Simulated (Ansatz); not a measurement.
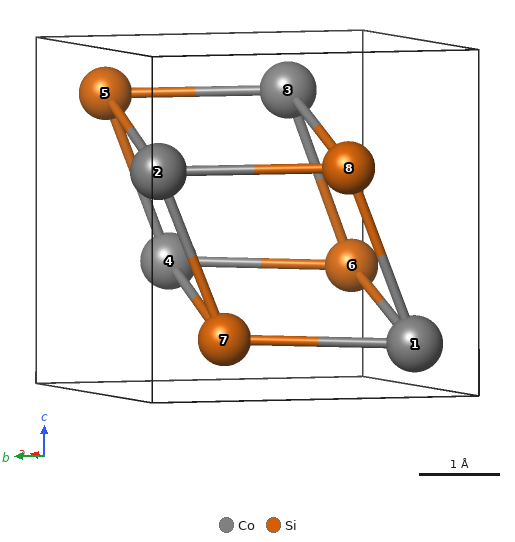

**Figure 1.** The structure as given in the input (ball-and-stick view of the cell of the calculation, seen at an oblique angle; atoms are numbered from 1 in the order of the input).

**Field-gradient calculation of CoSi**

CoSi (8 atoms in the cell), computed with DFT PBEsol, scalar-relativistic, plane waves, PAW, no spin polarisation (Ansatz 0.2.0).

The structure derives from an entry of the Crystallography Open Database. Figures and captions count atoms from 1; the log counts them from 0 in places.

### The input
```yaml
crystal:
  lattice:
    - [4.3878958441, 0.0, 0.0]
    - [0.0, 4.3878958441, 0.0]
    - [0.0, 0.0, 4.3878958441]
  atoms:
    - { symbol: Co, position: [0.14537572, 0.14537572, 0.14537572] }
    - { symbol: Co, position: [0.35462428, 0.85462428, 0.64537572] }
    - { symbol: Co, position: [0.64537572, 0.35462428, 0.85462428] }
    - { symbol: Co, position: [0.85462428, 0.64537572, 0.35462428] }
    - { symbol: Si, position: [0.8432734664, 0.8432734664, 0.8432734664] }
    - { symbol: Si, position: [0.6567265336, 0.1567265336, 0.3432734664] }
    - { symbol: Si, position: [0.3432734664, 0.6567265336, 0.1567265336] }
    - { symbol: Si, position: [0.1567265336, 0.3432734664, 0.6567265336] }
basis:
  ecutwfc: 420
kpoints:
  mp_grid: { grid: [8, 8, 8] }
hamiltonian:
  xc: pbesol
scf:
  occupations: { method: fermi_dirac, width: 0.15 }
output:
  forces: true
  stress: true
  eigenvalues: true
  efg: {}
checkpoint:
  read: start.run
  write: ck
  compress: false
  write_wavefunctions: false
  write_every: 100000
```

Launched with:
```bash
ansatz run input.yaml --threads 2 --pin off --max-ram 5120MiB --backend cpu --events-out ev --progress --plain --runs-dir out
```

### The program's output
```
band count auto-derived: 52 (N_el = 84.0; filled up to band 42; 51 by the electrons, moments and atoms)
Engine: ansatz 0.2.0, x86_64-unknown-linux-gnu
Pseudopotentials: kind: paw
Pseudopotential: Co, paw, valence charge 17, recommended cutoff 420 eV (normal), Co.paw.azcp
Pseudopotential: Si, paw, valence charge 4, recommended cutoff 420 eV (normal), Si.paw.azcp
Functional definition: PBEsol
  exchange = pbesol_x
  correlation = pbesol_c
Crystal: 8 atoms, lattice volume = 84.483 Å³
Basis set: ecut = 420 eV, 1647 PW (Γ), exchange–correlation on 60×60×60 points (8 copies of the dense FFT grid, shifted against one another)
Bands: 52, of which v1, the nominal top of the filled ones, is band 42 counted from 1 (41 counted from 0)
Symmetry: 12 space group operations
Space group: P213 (ITA 198), of the structure as read, at distance tolerance 4.4e-5 Å
k-points: 45 of 512 (time reversal used)
Non-local potential: Co, projectors of the file, l = 0: 3, l = 1: 2, l = 2: 3, l = 3: 1
Non-local potential: Si, projectors of the file, l = 0: 2, l = 1: 2, l = 2: 2
PAW form: soft (Blöchl's): semilocal exchange-correlation on the pseudo side does not see the compensation charge
PAW frozen core: Co, regenerated for the run's functional, and the local potential with it (the file was generated under x = pbe(κ = 0.804, μ = 0.2195149727645171), c = pbe(β = 0.06672455060314922))
PAW frozen core: Si, regenerated for the run's functional, and the local potential with it (the file was generated under x = pbe(κ = 0.804, μ = 0.2195149727645171), c = pbe(β = 0.06672455060314922))
PAW one-centre angular grid: Co, 590 points (default); XC on 64 Gauss nodes
PAW one-centre angular grid: Si, 110 points (default); XC on 64 Gauss nodes
Initial density: read from a saved state, or passed on in memory by an earlier SCF of this step, an earlier step, the calling program or the single point that the run made first
Initial wavefunctions: pseudopotential atomic-orbital guess
Functional: x = pbesol(κ = 0.804, μ = 0.12345679012345678), c = pbesol(β = 0.046)
iter 1 solved again at ethr=1.72e-6 eV; its pass at ethr=3.10e-3 eV (dr2=1.45e-3 eV) is discarded
SCF iter   1: F=—  HF=-22863.853526 eV  |F-HF|=—  |Δ(HF+E_count)|=         —  Δρ=4.16e-6  dr2=9.57e-9  ethr=1.72e-6  ⟨swp⟩=3.0  Hψ=14020  notcnv=0
eigensolver tolerance schedule: the retry pair's looser diagonalisation over-reported the residual by 150983.38 of it (diagonalisation noise at an unbounded share of the residual, at the tolerance the schedule requests for it); recorded, not acted on — ethr = c·dr2/N_el stays at c = 1.0e-1
preconditioner: auto → Kerker (q_TF=auto, 2.726 Å⁻¹)  [metal: Δε(μ)=0.146 eV  Ē_g=7.161 eV  σ=0.150 eV  W_gap=0.23  n_scr=26 (ndim 8)  ℏωp=29.1 eV  f_vac=0.000  D(μ)=2.38/eV (n_scr^D=18)]
SCF iter   2: F=—  HF=-22863.853554 eV  |F-HF|=—  |Δ(HF+E_count)|=   2.76e-5  Δρ=3.25e-6  dr2=5.16e-9  ethr=1.14e-11  ⟨swp⟩=4.0  Hψ=6482  notcnv=0
iter 3 did not close the SCF: its close was put off for the readings that it lacked (scf_convergence_deferred on its scf_iter line)
SCF iter   3: F=-22863.853553 eV  HF=-22863.853554 eV  |F-HF|=1.52e-9  |Δ(HF+E_count)|=  5.68e-10  Δρ=1.75e-6  dr2=1.55e-9  ethr=6.14e-12  ⟨swp⟩=1.0  Hψ=2340  notcnv=0
iter 4 did not close the SCF: its close was put off for the readings that it lacked (scf_convergence_deferred on its scf_iter line)
SCF iter   4: F=-22863.853553 eV  HF=-22863.853554 eV  |F-HF|=4.04e-10  |Δ(HF+E_count)|=  1.71e-10  Δρ=8.83e-7  dr2=4.22e-10  ethr=1.84e-12  ⟨swp⟩=1.0  Hψ=2340  notcnv=0
iter 5 did not close the SCF: its close was put off for the readings that it lacked (scf_convergence_deferred on its scf_iter line)
SCF iter   5: F=-22863.853554 eV  HF=-22863.853554 eV  |F-HF|=2.11e-10  |Δ(HF+E_count)|=  2.55e-11  Δρ=6.37e-7  dr2=2.24e-10  ethr=1.00e-12  ⟨swp⟩=1.0  Hψ=2340  notcnv=0
iter 6 did not close the SCF: its close was put off for the readings that it lacked (scf_convergence_deferred on its scf_iter line)
SCF iter   6: F=-22863.853554 eV  HF=-22863.853554 eV  |F-HF|=1.31e-10  |Δ(HF+E_count)|=  1.46e-11  Δρ=4.75e-7  dr2=1.26e-10  ethr=1.00e-12  ⟨swp⟩=1.0  Hψ=2340  notcnv=0
SCF iter   7: F=-22863.853554 eV  HF=-22863.853554 eV  |F-HF|=6.55e-11  |Δ(HF+E_count)|=  7.28e-12  Δρ=3.45e-7  dr2=6.65e-11  ethr=1.00e-12  ⟨swp⟩=1.1  Hψ=4927  notcnv=0
SCF 1 converged in 7 iterations: F = -22863.853554 eV  dr2 = 6.65e-11
  greatest PAW one-centre occupation: 1.001 electrons in one spin orbital (limit 2), on the Co atom at site 1 (counted from 0), in its partial waves of l = 1
SCF converged after 7 iterations
Free energy (F): -22863.853554 eV
Harris-Foulkes:  -22863.853554 eV  (|F-HF|=6.55e-11)
Internal energy: -22863.650395 eV  (E = F + TS)
E sigma→0 (E₀):  -22863.751974 eV
Entropy (-TS):   -0.203159 eV (-25.395 meV/atom)
Fermi energy:    17.294382 eV
--- Per-component energies (eV) ---
  E_band       = -908.001737
  E_kinetic    = 2018.325647
  E_local      = -14064.464351  (includes V_loc(G=0)·N_el)
  E_nonlocal   = 1929.813727
  E_hartree    = 6105.168158
  E_xc         = -865.986820
  E_vxc        = -1027.064380  (∫ρ·V_xc dr)
  E_paw        = -7934.616857  (= ΣΔE_a)
  E_vpaw       = -1974.947633  (= ΣTr[D̂ρ^β])
  E_aug_tail   = 0.000196  (compensation charges beyond the density's cutoff)
  E_ewald      = -10052.770015
  E_core_change = 0.879920  (= ΣΔE_core)
  E_smearing   = -0.203159  (= −TS)
  E_closure    = 0.000000  (closes the sum)
  Σ components = -22863.853554   (vs F -22863.853554, Δ=0.00e0)
--- Forces (eV/Å), atoms counted from 1 ---
  atom   1  Co    -0.00004868    -0.00004868    -0.00004868
  atom   2  Co     0.00004868     0.00004868    -0.00004868
  atom   3  Co    -0.00004868     0.00004868     0.00004868
  atom   4  Co     0.00004868    -0.00004868     0.00004868
  atom   5  Si     0.00010552     0.00010552     0.00010552
  atom   6  Si    -0.00010552    -0.00010552     0.00010552
  atom   7  Si     0.00010552    -0.00010552    -0.00010552
  atom   8  Si    -0.00010552     0.00010552    -0.00010552
  max |Σ_I F_I| component: 4.39e-17 eV/Å
--- Stress (GPa, compression-positive) ---
        0.002491      -0.000000       0.000000
       -0.000000       0.002491       0.000000
        0.000000       0.000000       0.002491
  P = ⅓ Tr σ = 0.0025 GPa (0.025 kbar)
--- PAW observables at the nuclei: V_zz in 10²¹ V/m², potentials from the cell's mean, atoms counted from 1 ---
  atom   1  Co V_zz =    +0.870132   η = 0.0000   by run symmetry: allowed
            electrostatic potential = -3392.203108 V   contact ρ = none
  atom   2  Co V_zz =    +0.870132   η = 0.0000   by run symmetry: allowed
            electrostatic potential = -3392.203108 V   contact ρ = none
  atom   3  Co V_zz =    +0.870132   η = 0.0000   by run symmetry: allowed
            electrostatic potential = -3392.203108 V   contact ρ = none
  atom   4  Co V_zz =    +0.870132   η = 0.0000   by run symmetry: allowed
            electrostatic potential = -3392.203108 V   contact ρ = none
  atom   5  Si V_zz =    -2.394781   η = 0.0000   by run symmetry: allowed
            electrostatic potential = -1368.606930 V   contact ρ = none
  atom   6  Si V_zz =    -2.394781   η = 0.0000   by run symmetry: allowed
            electrostatic potential = -1368.606930 V   contact ρ = none
  atom   7  Si V_zz =    -2.394781   η = 0.0000   by run symmetry: allowed
            electrostatic potential = -1368.606930 V   contact ρ = none
  atom   8  Si V_zz =    -2.394781   η = 0.0000   by run symmetry: allowed
            electrostatic potential = -1368.606930 V   contact ρ = none
--- Band table (eV; the first three rows and the last of 45) ---
  k-point 0: bands = ["-77.4171", "-77.4036", "-77.4036", "-77.4036", "-40.9529", "-40.9529", "-40.9529", "-40.9062", "-40.8676", "-40.8676", "-40.8676", "-40.8259", "-40.8259", "-40.8087", "-40.8087", "-40.8087", "3.2055", "8.8227", "8.8227", "8.8227", "11.4887", "11.4887", "11.4887", "13.2399", "13.2399", "13.2399", "13.8983", "13.9437", "13.9437", "14.2804", "14.2804", "14.2804", "14.7474", "14.7474", "14.7474", "16.2000", "16.2000", "16.2000", "16.3457", "16.3457", "17.1465", "17.1465", "17.1465", "19.8002", "19.8002", "19.8002", "20.1609", "20.1609", "20.8439", "20.8439", "20.8439", "22.0640"]
  k-point 1: bands = ["-77.4168", "-77.4052", "-77.4035", "-77.4026", "-40.9572", "-40.9535", "-40.9470", "-40.9075", "-40.8743", "-40.8692", "-40.8591", "-40.8255", "-40.8242", "-40.8104", "-40.8099", "-40.8077", "3.3250", "8.0185", "8.8971", "9.3970", "11.0475", "11.5601", "12.0849", "12.6404", "12.9812", "13.7828", "13.8076", "13.9660", "14.1334", "14.2377", "14.2830", "14.2906", "14.6587", "14.7311", "14.9623", "16.0660", "16.0853", "16.3155", "16.3504", "16.3717", "16.9517", "17.0973", "17.4552", "19.2968", "19.4188", "19.6998", "19.8161", "20.4503", "21.0285", "21.0455", "21.2851", "22.5184"]
  k-point 2: bands = ["-77.4156", "-77.4072", "-77.4032", "-77.4021", "-40.9596", "-40.9552", "-40.9400", "-40.9113", "-40.8788", "-40.8731", "-40.8495", "-40.8246", "-40.8202", "-40.8134", "-40.8126", "-40.8078", "3.6799", "7.0169", "9.1145", "9.8583", "10.8422", "11.7157", "12.0366", "12.5391", "12.7474", "13.4631", "14.0226", "14.0342", "14.2144", "14.2992", "14.3555", "14.4237", "14.6538", "14.7678", "15.1099", "15.7797", "16.0285", "16.2340", "16.3690", "16.4630", "16.8218", "16.9584", "17.9114", "18.9207", "18.9469", "19.1768", "19.6855", "20.7873", "21.2431", "21.3191", "21.9329", "22.6685"]
  k-point 44: bands = ["-77.4069", "-77.4069", "-77.4069", "-77.4069", "-40.9450", "-40.9450", "-40.9450", "-40.9450", "-40.8593", "-40.8593", "-40.8593", "-40.8593", "-40.8076", "-40.8076", "-40.8076", "-40.8076", "7.5582", "7.5582", "7.5582", "7.5582", "10.0137", "10.0137", "10.0137", "10.0137", "13.9709", "13.9709", "13.9709", "13.9709", "14.2073", "14.2073", "14.2073", "14.2073", "15.7628", "15.7628", "15.7628", "15.7628", "15.8670", "15.8670", "15.8670", "15.8670", "16.9219", "16.9219", "16.9219", "16.9219", "22.7419", "22.7419", "22.7419", "22.7419", "23.0782", "23.0782", "23.0782", "23.0782"]
```

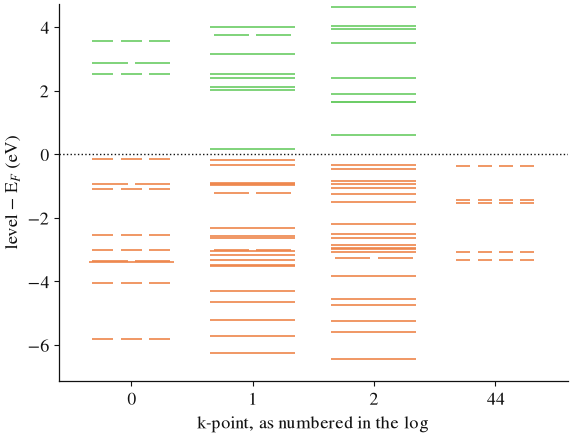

**Figure 2.** Kohn–Sham levels near the Fermi level (dotted) at the few k-points that the log prints; levels within 0.02 eV of each other stand side by side. The system is metallic on the full mesh.

### Results in brief

```csv
quantity,value
outcome,converged
space group (tolerance 0.01 Å),P2₁3 (198)
electrons treated,84
free energy,−22863.8536 eV
Fermi energy,17.294 eV
gap on the k-point mesh,none (metallic)
pressure,0.00 GPa
field gradient V_zz (10²¹ V/m²),"Co 0.87, Co 0.87, Co 0.87, Co 0.87, Si −2.39, Si −2.39, Si −2.39, Si −2.39"
largest force (length of the vector),under 0.001 eV/Å
hardware,"2 threads of Intel Xeon @ 2.70GHz, 189 GiB of memory available, shared host"
wall time,10 s (CPU time 19 s)
peak memory,0.46 GiB
```

### Notes

Results for this metal are sensitive to the k-point mesh. The run has no spin polarisation, so a magnetic state may lie lower.
